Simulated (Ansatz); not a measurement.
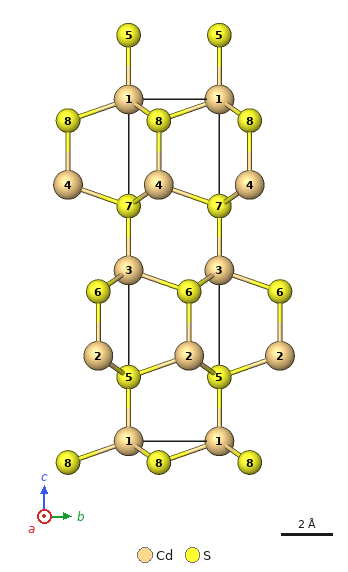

A crystal of CdS (built on the 4H polytype type), before the relaxation. Style: ball-and-stick. Shown: the cell of the calculation, along the a axis.

All numbers below come from Ansatz, DFT, r2SCAN, plane waves, PAW.

The input:
```yaml
crystal:
  lattice:
    - [4.1935380901, 0.0, 0.0]
    - [-2.096769045, 3.6317105178, 0.0]
    - [0.0, 0.0, 13.6707101073]
  atoms:
    - { symbol: Cd, position: [0.0, 0.0, -0.000284838] }
    - { symbol: Cd, position: [0.3333333333, 0.6666666667, 0.2499230957] }
    - { symbol: Cd, position: [0.0, 0.0, 0.499715162] }
    - { symbol: Cd, position: [0.6666666667, 0.3333333333, 0.7499230957] }
    - { symbol: S, position: [0.0, 0.0, 0.1875909594] }
    - { symbol: S, position: [0.3333333333, 0.6666666667, 0.4377707828] }
    - { symbol: S, position: [0.0, 0.0, 0.6875909594] }
    - { symbol: S, position: [0.6666666667, 0.3333333333, 0.9377707828] }
kpoints:
  mp_grid: { grid: [6, 6, 2] }
hamiltonian:
  xc: r2scan
scf:
  occupations: { method: fermi_dirac, width: 0.02 }
relax:
  f_tol: 0.005
  cell: {}
```

Command:
```bash
ansatz run input.yaml --threads 2 --pin off --max-ram 20275MiB --backend cpu --events-out ev --progress --plain --runs-dir out
```

Q: What does the optimiser find from here?

A: After 2 accepted moves (3 points after the start) the energy has fallen by 22.8 meV per cell of the calculation. The largest force component goes from 0.0056 to 0.00091 eV/Å. The pressure goes from −1.41 to −0.02 GPa. The SCF was repeated once at an unchanged geometry on a basis and grid sized afresh for the cell, which shifted the energy by 1.4 meV per cell of the calculation at most. The atoms keep their places relative to the cell (all moves are under 0.005 Å). The volume changes by −2.4 %, with a = b 4.194 → 4.161 Å (−0.8 %), c 13.671 → 13.554 Å (−0.9 %). Near-neighbour distances that change, for instance: Cd1–S8 2.565 → 2.544 Å, Cd1–S5 2.568 → 2.548 Å. The space group stays P6_3mc (No. 186).

The structure at the end:

```
CELL_PARAMETERS angstrom
4.16060 0.00000 0.00000
-2.08030 3.60318 0.00000
0.00000 0.00000 13.55419
ATOMIC_POSITIONS crystal
Cd 0.00000 0.00000 0.99965
Cd 0.33333 0.66667 0.24989
Cd 0.00000 0.00000 0.49965
Cd 0.66667 0.33333 0.74989
S 0.00000 0.00000 0.18764
S 0.33333 0.66667 0.43782
S 0.00000 0.00000 0.68764
S 0.66667 0.33333 0.93782
```

After the run, drawn alike:

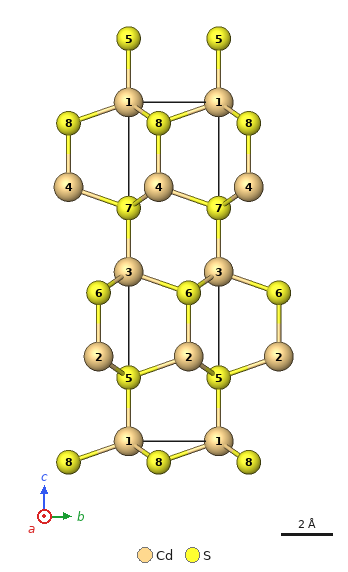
